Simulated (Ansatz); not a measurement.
Single-point calculation, with input and output: CoO (part 1 of 2)

- system: CoO (2 atoms in the cell)
- method: DFT PBE+U+J, spin-orbit coupling, plane waves, PAW, U = 3 eV, J = 0.7 eV on Co atom 1 d (Ansatz 0.2.0)

The structure derives from an entry of the Crystallography Open Database. It belongs to a series of runs on one base structure; here: natural orbitals of the symmetric run, filled by rank. Figures and captions count atoms from 1; the log counts them from 0 in places.

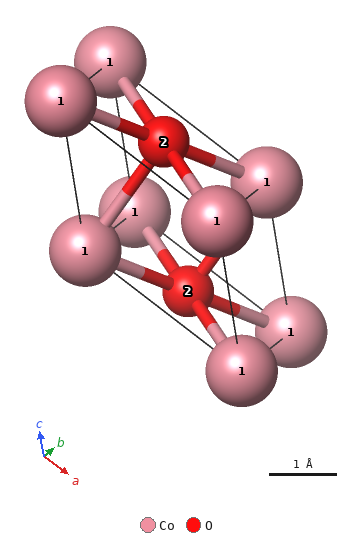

The input geometry (ball-and-stick view of the cell of the calculation, seen slightly off an axis; atoms are numbered from 1 in the order of the input). Near neighbours in the crystal (not all of them lie inside the picture): Co has 6 O at 2.11 to 2.13 Å; O has 6 Co at 2.11 to 2.13 Å.

Input file
```yaml
crystal:
  lattice:
    - [-1.50800044, 1.50800044, 2.10725036]
    - [1.50800044, -1.50800044, 2.10725036]
    - [1.50800044, 1.50800044, -2.10725036]
  atoms:
    - { symbol: Co, position: [0.0, 0.0, 0.0], spin: 3.0, spin_axis: [1.0, 0.0, 0.0] }
    - { symbol: O, position: [0.5, 0.5, 0.0] }
basis:
  ecutwfc: 420
  ecutrho_ratio: 4
kpoints:
  mp_grid: { grid: [9, 9, 9] }
hamiltonian:
  xc: pbe
  hubbard:
    sites:
      - { site: 0, l: d, u: 3.0, j: 0.7, starting_ns: [{ occupation_matrix: s0 }] }
    occupation_matrices:
      s0:
        spinor_matrix:
          - [[0.55582, 0.0], [0.0, 0.0], [0.0, -0.01087], [0.15835, 0.0], [0.0, 0.0], [0.41418, 0.0], [0.0, 0.0], [0.0, 0.01087], [-0.15835, 0.0], [0.0, 0.0]]
          - [[0.0, 0.0], [0.96979, 0.0], [0.0, 0.0], [0.0, 0.0], [0.0, -0.00997], [0.0, 0.0], [0.00021, 0.0], [0.0, 0.0], [0.0, 0.0], [0.0, 0.00997]]
          - [[0.0, 0.01087], [0.0, 0.0], [0.49694, 0.0], [0.0, 0.02831], [0.0, 0.0], [0.0, -0.01087], [0.0, 0.0], [0.47306, 0.0], [0.0, -0.02831], [0.0, 0.0]]
          - [[0.15835, 0.0], [0.0, 0.0], [0.0, -0.02831], [0.90723, 0.0], [0.0, 0.0], [-0.15835, 0.0], [0.0, 0.0], [0.0, 0.02831], [0.06277, 0.0], [0.0, 0.0]]
          - [[0.0, 0.0], [0.0, 0.00997], [0.0, 0.0], [0.0, 0.0], [0.49521, 0.0], [0.0, 0.0], [0.0, -0.00997], [0.0, 0.0], [0.0, 0.0], [0.47479, 0.0]]
          - [[0.41418, 0.0], [0.0, 0.0], [0.0, 0.01087], [-0.15835, 0.0], [0.0, 0.0], [0.55582, 0.0], [0.0, 0.0], [0.0, -0.01087], [0.15835, 0.0], [0.0, 0.0]]
          - [[0.0, 0.0], [0.00021, 0.0], [0.0, 0.0], [0.0, 0.0], [0.0, 0.00997], [0.0, 0.0], [0.96979, 0.0], [0.0, 0.0], [0.0, 0.0], [0.0, -0.00997]]
          - [[0.0, -0.01087], [0.0, 0.0], [0.47306, 0.0], [0.0, -0.02831], [0.0, 0.0], [0.0, 0.01087], [0.0, 0.0], [0.49694, 0.0], [0.0, 0.02831], [0.0, 0.0]]
          - [[-0.15835, 0.0], [0.0, 0.0], [0.0, 0.02831], [0.06277, 0.0], [0.0, 0.0], [0.15835, 0.0], [0.0, 0.0], [0.0, -0.02831], [0.90723, 0.0], [0.0, 0.0]]
          - [[0.0, 0.0], [0.0, -0.00997], [0.0, 0.0], [0.0, 0.0], [0.47479, 0.0], [0.0, 0.0], [0.0, 0.00997], [0.0, 0.0], [0.0, 0.0], [0.49521, 0.0]]
    ns_hold: { iters: 10 }
scf:
  occupations: { method: gaussian, width: 0.05 }
  lower_state_search: "off"
  max_iter: 150
output:
  forces: true
  stress: true
  eigenvalues: true
  populations: true
  hubbard: { sites: [{ site: 0, l: d }] }
  write_density: true
  write_potential: true
  elf: true
  volumetric_format: npy
magnetization:
  noncollinear: true
  spin_orbit: true
```

Launched with:
```bash
ansatz run input.yaml --threads 2 --pin off --max-ram 3072MiB --backend cpu --events-out ev --progress --plain --runs-dir out
```

What the program printed
```
Warning: output.stress: scf.convergence.dr2_threshold = 1e-7 eV (the SCF's general default) is looser than the 2e-10 eV advised for a printed stress (1e-10 eV for each atom of the cell: 2). What an SCF threshold leaves in a stress goes as its square root, and in the free energy as the threshold itself, and one threshold admits the most on a small cell: of the crystals measured, under no hybrid functional and no lock of the moments, on runs that ended without the residual-converged pass, on stresses that held no estimate of that error, the worst erred by over 100 MPa in a component at 1e-7 eV an atom and by under 5 at 1e-10. Set scf.convergence.dr2_threshold to 2e-10 eV or tighter. The threshold is an SCF's pass mark: one that does not reach it within its budget of iterations ends unconverged, or closes short of it on a stop that the run arms, and scf.convergence.dr2_threshold's page says what that costs each kind of run
Co: projections on atomic orbitals take those of the free atom [Ne] 3s2 3p6 3d7 4s2, of charge +0.00 (hamiltonian.pseudopotentials.projection_atoms); the dataset's partial waves leave at most 1.4e-9 of an orbital's norm unspanned inside its sphere
O: projections on atomic orbitals take those of the free atom [He] 2s2 2p4, of charge +0.00 (hamiltonian.pseudopotentials.projection_atoms); the dataset's partial waves leave at most 1.5e-11 of an orbital's norm unspanned inside its sphere
Engine: ansatz 0.2.0, aarch64-unknown-linux-gnu
Pseudopotentials: kind: paw_fr
Pseudopotential: Co, paw_fr, valence charge 17, recommended cutoff 420 eV (normal), Co.paw.azcp#standard-fr
Pseudopotential: O, paw_fr, valence charge 6, recommended cutoff 420 eV (normal), O.paw.azcp#standard-fr
Functional definition: PBE
  parameter kappa = 0.804
  parameter beta = 0.06672455060314922
  exchange = pbe_x(kappa = kappa, mu = beta*pi^2/3)
  correlation = pbe_c(beta = beta)
Crystal: 2 atoms, lattice volume = 19.168 Å³
Basis set: ecut = 420 eV, 339 PW (Γ), exchange–correlation on 48×48×48 points (8 copies of the dense FFT grid, shifted against one another)
Bands: 32, of which v1, the nominal top of the filled ones, is band 23 counted from 1 (22 counted from 0)
Symmetry: 4 space group operations + 4 with time reversal
Magnetic group: BNS 71.536 (UNI 634), of the structure as read, at distance tolerance 2.7e-5 Å
k-points: 125 of 729 (time reversal used)
Projection manifold: j_resolved (fully-relativistic pseudo-atomic orbitals)
Non-local potential: Co, projectors of the file, l = 0: 3, l = 1: 4, l = 2: 6, l = 3: 2
Non-local potential: O, projectors of the file, l = 0: 2, l = 1: 4, l = 2: 2
PAW form: soft (Blöchl's): semilocal exchange-correlation on the pseudo side does not see the compensation charge
PAW one-centre angular grid: Co, 590 points (default); XC on 64 Gauss nodes
PAW one-centre angular grid: O, 110 points (default); XC on 64 Gauss nodes
Initial density: superposition of atomic densities (chi_scale 0.1, normalization cell, long waves kept (reshape's long-wave potential 0.00 eV rms))
Starting moments: Σ|m| = 3 μB on 1 of 2 sites
Initial wavefunctions: pseudopotential atomic-orbital guess
Functional: x = pbe(κ = 0.804, μ = 0.2195149727645171), c = pbe(β = 0.06672455060314922)
```
